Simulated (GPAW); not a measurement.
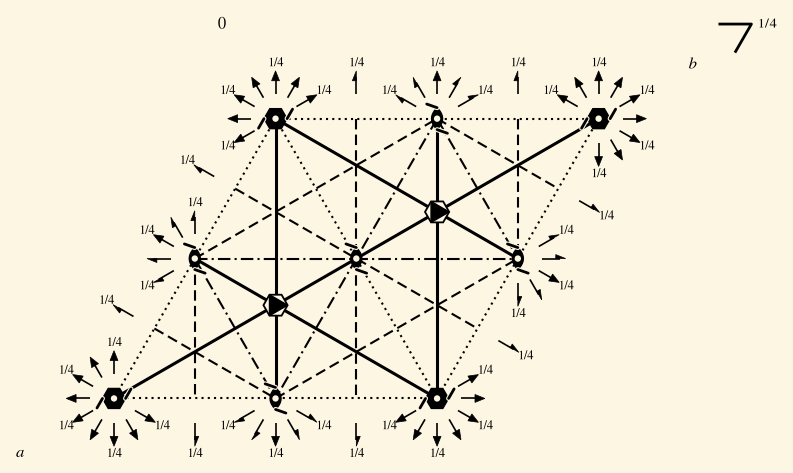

Symmetry elements of a space group, projected down c, computed from the operations of a computed or model structure of composition WS2.

Symbols follow the International Tables: origin at the upper left, the third axis towards the viewer; heavy, dashed, dotted, dash-dotted and dash-dot-dot lines are mirror, in-plane glide, out-of-plane glide, diagonal (n; with arrows d) and double (e) glide planes seen edge on; arrows at the rim are 2 (full head) and 2₁ (half head) axes in the plane; the corner sign is a plane parallel to the page; fractions are heights. Handed screw axes carry their printed symbol instead of tails.

Q: Give the Hermann–Mauguin symbol and number.

A: No. 194, P6_3/mmc; primitive hexagonal, point group 6/mmm, 24 general positions a cell.

Q: List the elements shown.

A: −6 axes along c at (1/3, 2/3), (2/3, 1/3); 6₃ axes along c at (0, 0); 2₁ axes along c at (0, 1/2), (1/2, 0), (1/2, 1/2); inversion centres at (0, 0), (0, 1/2), (1/2, 0), (1/2, 1/2); mirror planes holding c and [1 2 0] or [2 1 0] or [−1 1 0]; in-plane glide planes holding c and [1 2 0] or [2 1 0] or [−1 1 0]; c glide planes normal to a*, at x = 0; n glide planes normal to a*, at x = 1/2; c glide planes normal to b*, at y = 0; n glide planes normal to b*, at y = 1/2; c glide planes holding c and [1 1 0]; diagonal glide planes holding c and [1 1 0]; a mirror plane normal to c at height 1/4; 2 axes along [1 1 0] at height 0; 2 axes along [1 2 0] at height 1/4; 2 axes along [2 1 0] at height 1/4; 2 axes along [−1 1 0] at height 1/4; 2 axes along a at height 0; 2 axes along b at height 0; 2₁ axes along [1 1 0] at height 0; 2₁ axes along [1 2 0] at height 1/4; 2₁ axes along [2 1 0] at height 1/4; 2₁ axes along [−1 1 0] at height 1/4; 2₁ axes along a at height 0; 2₁ axes along b at height 0. Heights repeat every half period; positions are (a, b) fractions, modulo 1.

Q: Write the general positions (in any order).

A: x, y, z
−x, −y, −z
x−y, x, z+1/2
−x+y, −x, −z+1/2
−y, x−y, z
y, −x+y, −z
−x, −y, z+1/2
x, y, −z+1/2
−x+y, −x, z
x−y, x, −z
y, −x+y, z+1/2
−y, x−y, −z+1/2
−y, −x, −z+1/2
y, x, z+1/2
−x, −x+y, −z
x, x−y, z
−x+y, y, −z+1/2
x−y, −y, z+1/2
y, x, −z
−y, −x, z
x, x−y, −z+1/2
−x, −x+y, z+1/2
x−y, −y, −z
−x+y, y, z
